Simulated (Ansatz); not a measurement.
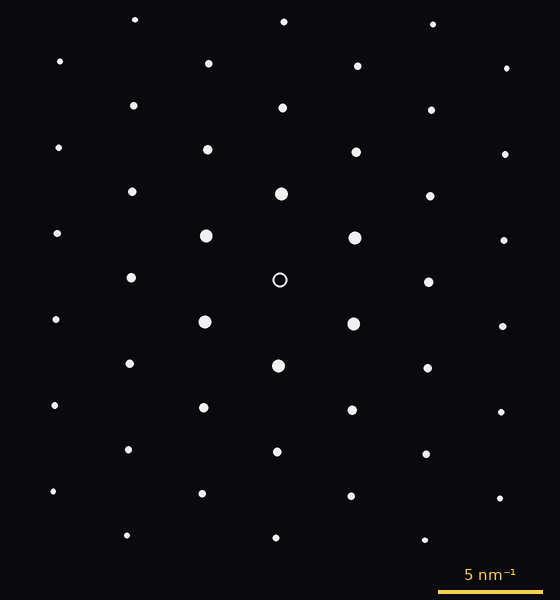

Kinematic zone-axis pattern, calculated for 200 keV electrons with B = 0.8 Å².

### Read the repeat vectors of the pattern off the scale bar.

The spots form a hexagonal net with both shortest vectors at d = 2.41 Å, 60.0° apart.

### What is the point symmetry of the pattern, intensities included?

6mm. A zero-layer kinematic pattern is always centrosymmetric (Friedel's law). Such a pattern arises along the three- or sixfold axis of a trigonal, hexagonal or cubic crystal.

### What was simulated?

This cannot be fixed from one zone alone; the pattern is [111] of Ge, space group Im-3m (No. 229), a = 3.411 Å. The net vectors are -1 1 0 and -1 0 1. Structure: the geometry relaxed with DFT, RPBE, plane waves (420 eV) with PAW, scalar-relativistic (Ansatz); the starting structure was generated, so it need not be a known form of this composition.
